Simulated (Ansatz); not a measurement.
MgS

```yaml
crystal:
  lattice:
    - [4.03462, 0.00000, 0.00000]
    - [-2.01731, 3.49409, 0.00000]
    - [0.00000, 0.00000, 6.43229]
  atoms:
    - { symbol: S, position: [0.66667, 0.33333, 0.87924] }
    - { symbol: S, position: [0.33333, 0.66667, 0.37924] }
    - { symbol: Mg, position: [0.33333, 0.66667, 0.99575] }
    - { symbol: Mg, position: [0.66667, 0.33333, 0.49575] }
```

Space group P6₃mc; a structure from a database of computed crystals, not necessarily the ambient phase.

Method: Kohn-Sham DFT of a periodic cell, HSE06 form with a typed share of exact exchange, Ansatz PAW (Ansatz).

Core electrons are frozen (PAW), and the valence fields are smoothed inside the atomic spheres.

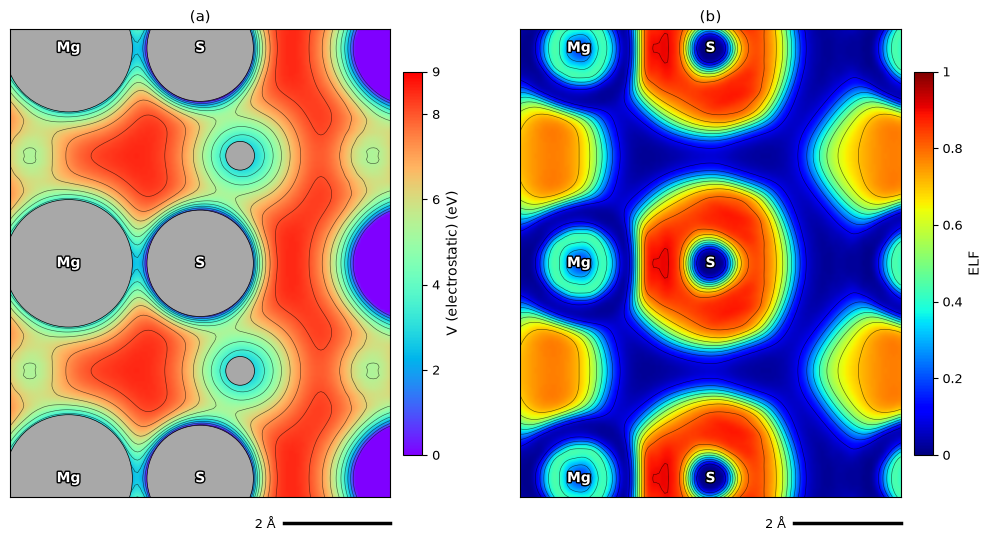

Figure 1. (a) electrostatic potential energy of an electron; (b) electron localisation function on the (11̄0) plane of the conventional cell. Grey discs cover the atomic cores in the potential map.

What does the map show?

Answer. The plane passes through S and Mg nuclei. Mg–S (2.47 Å): the ELF peaks at about 0.90 in the valence shell of S, 0.9 Å from its nucleus, and falls to about 0.05 next to Mg; a largely ionic contact. Outside the cores the potential energy rises away from the atoms and is highest about 2.2 Å from the nearest atoms; its zero is arbitrary.

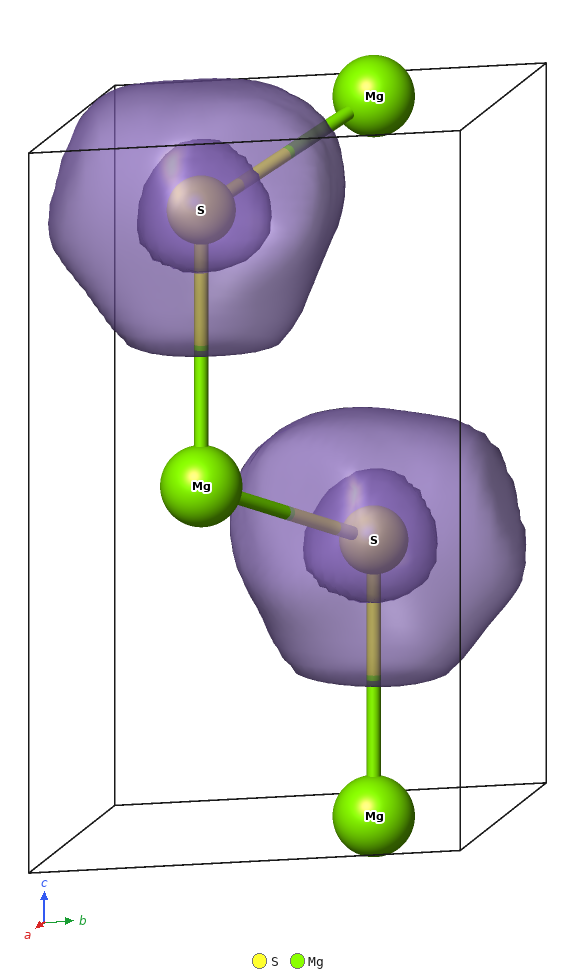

Figure 2. Isosurface of the ELF at 0.75 (purple), seen slightly off an axis. Core shells and regions of very low density are left out. Sticks mark near contacts.

Where are the electrons localised?

Answer. At this value the surface marks out two regions wrapped around S (the valence shell of each), counted in one cell of 4 atoms. Any copies at cell faces, edges or corners count once. Along the contacts the grid gives the following. Mg–S (2.45 Å): the ELF peaks at about 0.90 in the valence shell of S, 0.9 Å from its nucleus, and falls to about 0.05 next to Mg (an ionic contact with no shared pair).

Does the calculation make it a metal, or give it a gap?

Answer. It is gapped, with a Kohn–Sham gap of 3.9 eV on the k-point mesh (the band edges may lie off the mesh, which would make the gap smaller).
